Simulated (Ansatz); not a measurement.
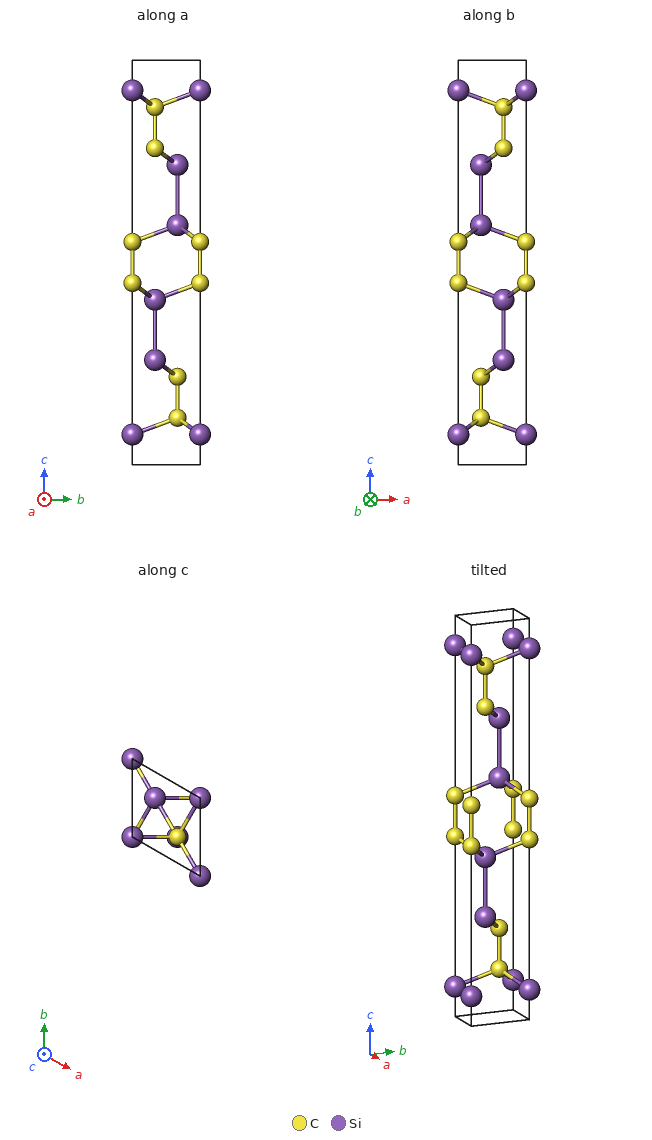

The image is a ball-and-stick drawing of a crystal, viewed along the a axis, along the b axis, along the c axis and slightly off an axis. One conventional unit cell is framed, with atoms on its boundary repeated.

Lattice parameters: a = 3.083 Å, b = 3.083 Å, c = 15.964 Å, α = 90.00°, β = 90.00°, γ = 120.00°. Put a along x and b in the xy plane.

**Reconstruct the structure as a POSCAR file, with free fractional coordinates to two decimals.**

```
C Si
1.0
     3.083    0.000    0.000
    -1.542    2.670    0.000
     0.000    0.000   15.964
C Si
6 6
Direct
  0.6667 0.3333 0.78
  0.6667 0.3333 0.88
  0.3333 0.6667 0.12
  0.3333 0.6667 0.22
  0.00 0.00 0.45
  0.00 0.00 0.55
  0.00 0.00 0.93
  0.3333 0.6667 0.74
  0.6667 0.3333 0.26
  0.00 0.00 0.07
  0.3333 0.6667 0.59
  0.6667 0.3333 0.41
```

It derives from a structure type filled with these elements by a generator (whether the compound takes this form wasn't checked). Earlier steps of the study may have refined or changed the cell and positions. A calculation with Ansatz used it as input.

At this level of theory the cell isn't at rest (forces up to 2.1 eV/Å), so its distances can differ from those at equilibrium, the more so the softer the solid.
